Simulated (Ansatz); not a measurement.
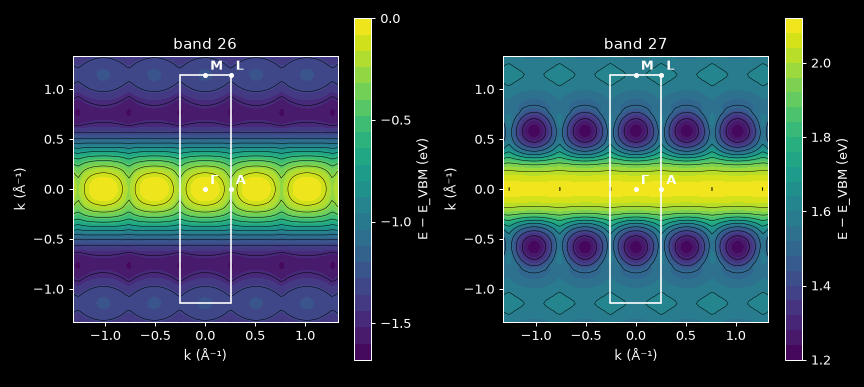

Two bands of MoS2 (P6_3/mmc) over the plane through Γ, A and M: the highest mostly filled and the lowest mostly empty one.

All numbers here come from DFT PBE, scalar-relativistic, plane waves, PAW; levels and slopes on a dense k mesh at the converged density in Ansatz. No spin polarisation. Mesh 42×42×10, interpolated with the band slopes. The geometry was not relaxed.

Give both levels and their distance at the named points.

| point | lower band (eV) | upper band (eV) | distance (eV) |
| --- | --- | --- | --- |
| Γ | 0.00 | 2.10 | 2.10 |
| A | −0.27 | 2.10 | 2.37 |
| M | −1.28 | 1.60 | 2.87 |
| L | −1.33 | 1.62 | 2.95 |

Where are the band edges of the whole zone?

The valence band has one maximum at Γ, principal masses 0.68, 0.68 and 0.99 mₑ; the conduction band has six equivalent minima on the K–Γ line, principal masses 0.56, 0.56 and 0.78 mₑ. The gap is indirect, 0.87 eV at this level of theory (semilocal functionals give gaps that are too small, and can reorder valleys that lie close).

Spin-orbit coupling, left out here, can change the gap, its kind, the place of the band edges and the masses, since the compound holds Mo.
